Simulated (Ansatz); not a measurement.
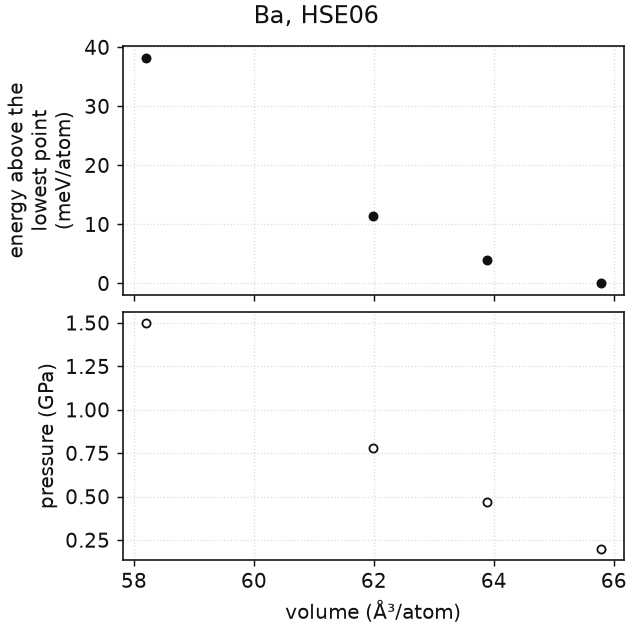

The picture above shows the energy above the lowest point and pressure against volume for Ba, space group Im-3m (No. 229) (one of a set of cubic test structures, which need not be the stable phase).

Computed with Ansatz 0.2.0 development build: equation of state of a cubic crystal from periodic Kohn-Sham density functional theory without spin; pressure corrected for the finite basis. Level: HSE06.

```
                setting                   value
         structure type                     bcc
          atoms in cell                       1
     space group number                     229
       lattice centring  body-centred primitive
                 k mesh                   6×6×6
      occupation method             Fermi–Dirac
       occupation width                  0.1 eV
            wave cutoff                  420 eV
               datasets              soft-1 PAW
      density tolerance                1e-07 eV
                  bands                       9
   density cutoff ratio                       4
search for lower states                 default
   exchange singularity            Wigner-Seitz
```

The point at volume 60.09 Å³/atom is left out of the plot. What does the calculation give there?

```tsv
volume (Å³/atom)	energy above the lowest point (meV/atom)	pressure (GPa)
60.09	22.7	1.119
```

Caveats: modest k-mesh, values are not fully converged in k; the volumes run don't bracket the minimum of the energy, so any equilibrium value is extrapolated.
